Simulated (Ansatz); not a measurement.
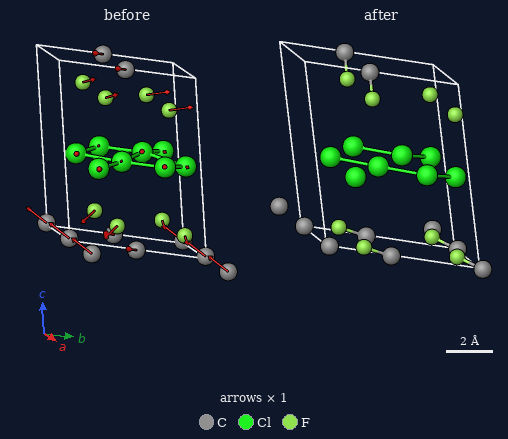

The structure of crystalline CCl₂F₂ (built on the BaCu2S2-139 type type) before (left) and after (right) a relaxation, at one scale. The red arrows give the displacements (the part carried along by the change of the cell is left out), at their true length.

Style: ball-and-stick. Shown: the cell of the calculation, reduced to other axes, repeated 2 × 1 × 1 with one cell outlined, slightly off an axis. Lengths and directions refer to the drawn axes.

Case: shaken.

Computed with DFT, PBEsol, plane waves, PAW in Ansatz 0.2.0. Settings: plane-wave cutoff 420 eV; k-point mesh 8 × 8 × 8; occupations fermi dirac; smearing width 0.05 eV; no spin polarisation; cell and atoms relaxed; force threshold 0.01 eV/Å; at most 120 steps.

Question: Summarise the run.

Answer: The run was cut off at its time limit before the relaxation converged, so the last structure is only a point on the way. The largest move relative to the cell is that of a C atom, 1.27 Å roughly along [−3 −2 1]. Largest moves by element: C 1.27 Å, F 1.23 Å, Cl 0.37 Å. The drawn cell changes as follows: a 3.268 → 3.636 Å (+11.3 %), b 6.446 → 7.255 Å (+12.6 %), c 7.942 → 8.119 Å (+2.2 %), α 100.9° → 104.1°, β 101.4° → 106.5°, γ 90.9° → 90.2°; the volume changes by +23.5 %. Some distances before and after: C–F 2.580 → 1.310 Å, C–F 2.481 → 1.303 Å, C–F 2.455 → 1.303 Å, C–F 2.372 → 1.312 Å. New bonds form: C–F (2.37 → 1.31 Å), C–F (2.46 → 1.30 Å), C–F (2.48 → 1.30 Å), C–F (2.58 → 1.31 Å). Bond angles that change, for instance: Cl–Cl–Cl 92.9° → 107.2°, Cl–Cl–Cl 93.6° → 107.4°, Cl–Cl–Cl 173.4° → 178.3°. The space group stays P1 (No. 1). After 11 geometry steps the energy has fallen by 16.481 eV per cell of the calculation. Largest force component: 2.5 eV/Å at the start, 0.36 eV/Å at the end. Pressure: 1.40 GPa at the start and 0.16 GPa at the end. The run took 25 min on 2 threads of Arm Neoverse V1 (shared host), peak memory 1.3 GiB.

Limits of the set-up: layers or molecules are held without a dispersion correction, so their spacing is unreliable.
